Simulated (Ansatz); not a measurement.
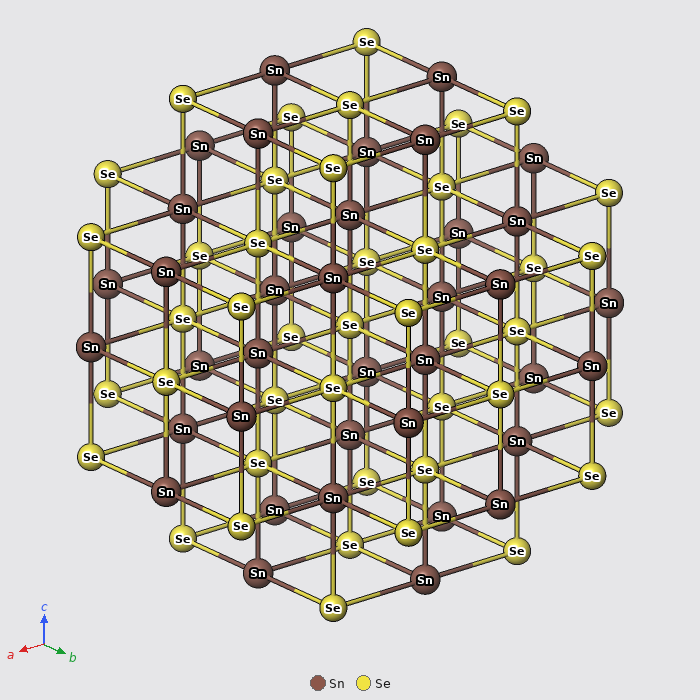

SnSe (space group Fm-3m, No. 225): the geometry relaxed with DFT PBEsol, scalar-relativistic, plane waves, PAW in Ansatz 0.2.0.

Bonds are taken as Se–Sn below 3.3 Å; no other contact counts. Simplification: prune 0- and 1-connected atoms, fold 2-connected ones into links.

**What kind of net remains, and which atoms are its nodes?**

A uninodal 6-connected, three-periodic net: Sn and Se are 6-connected nodes.

**Which named net is it?**

It is the pcu net, known from NaCl, ReO3 and the B-X framework of perovskite.

**Is the net interpenetrated?**

It is a single net, without interpenetration.

**Give the first ten terms of the coordination sequence (nodes one, two, three … edges away).**

Sn and Se: 6, 18, 38, 66, 102, 146, 198, 258, 326, 402.

**Give the point symbol of each node (shortest cycle at each angle).**

Sn and Se: 4¹²·6³.

The simplified net, drawn on the atoms' positions. Nodes are coloured by element. Edges to nodes outside the piece are drawn as stubs.

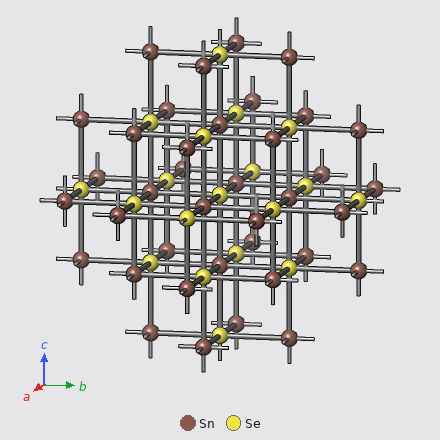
